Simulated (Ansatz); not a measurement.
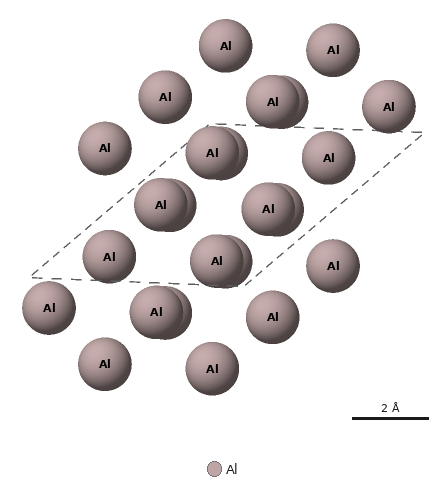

A scan of a crystal of Al (Fm-3m): the crystal above a cut along the (1 1 1) plane of the conventional cell (between a plane of Al below and one of Al above, 2.34 Å apart) is slid rigidly over the whole in-plane cell (a gamma surface). One cut stands in each cell, which starts 14.0 Å high; nothing is relaxed, and the dashed outline marks the cut. The picture shows the perfect crystal around the cut (dashed). A spheres-only model of the layers on both sides of the cut, seen obliquely from above.

The calculation used DFT PBE, scalar-relativistic, plane waves, PAW in Ansatz 0.2.0. Settings: plane-wave cutoff 420 eV; k-point mesh 19 × 19 × 4; occupations gaussian; smearing width 0.15 eV; no spin polarisation. Energies (free energies at the smearing named) are counted from the cell as listed in its source, which wasn't relaxed.

Input
```yaml
crystal:
  lattice:
    - [2.02398, -2.02398, 0.0]
    - [2.02398, 0.0, -2.02398]
    - [8.09592, 8.09592, 8.09592]
  atoms:
    - { symbol: Al, position: [0.6666666667, 0.6666666667, 0.1666666667] }
    - { symbol: Al, position: [0.0, 0.0, 0.0] }
    - { symbol: Al, position: [0.3333333333, 0.3333333333, 0.3333333333] }
    - { symbol: Al, position: [0.6666666667, 0.6666666667, 0.6666666667] }
    - { symbol: Al, position: [0.0, 0.0, 0.5] }
    - { symbol: Al, position: [0.3333333333, 0.3333333333, 0.8333333333] }
basis:
  ecutwfc: 420
kpoints:
  mp_grid: { grid: [19, 19, 4] }
hamiltonian:
  xc: pbe
scf:
  occupations: { method: gaussian, width: 0.15 }
output:
  forces: true
  stress: true
  eigenvalues: true
```

Run as
```bash
ansatz run input.yaml --threads 2 --pin off --max-ram 5120MiB --backend cpu --events-out ev --progress --plain --runs-dir out
```

Predict the energy profile on a grid with rows 0.000, 0.167, 0.333, 0.500, 0.667, 0.833, 1.000 and columns 0.000, 0.167, 0.333, 0.500, 0.667, 0.833, 1.000 (slip along a₁ (fraction); slip along a₂ (fraction)).

Answer. Rows: slip along a₁ (fraction); columns: slip along a₂ (fraction); values in mJ/m².

|  | 0.000 | 0.167 | 0.333 | 0.500 | 0.667 | 0.833 | 1.000 |
| --- | --- | --- | --- | --- | --- | --- | --- |
| 0.000 | 0 | 125 | 390 | 533 | 390 | 125 | 0 |
| 0.167 | 125 | 493 | 893 | 893 | 493 | 125 | 125 |
| 0.333 | 390 | 893 | 1165 | 893 | 390 | 164 | 390 |
| 0.500 | 533 | 893 | 893 | 533 | 207 | 207 | 533 |
| 0.667 | 390 | 493 | 390 | 207 | 121 | 207 | 390 |
| 0.833 | 125 | 125 | 164 | 207 | 207 | 164 | 125 |
| 1.000 | 0 | 125 | 390 | 533 | 390 | 125 | 0 |

The corners are the perfect crystal. The highest computed fault energy is 1165 mJ/m² at (0.33, 0.33), and the lowest away from the corners 121 mJ/m² at (0.67, 0.67). Relaxation across the fault would lower these values.
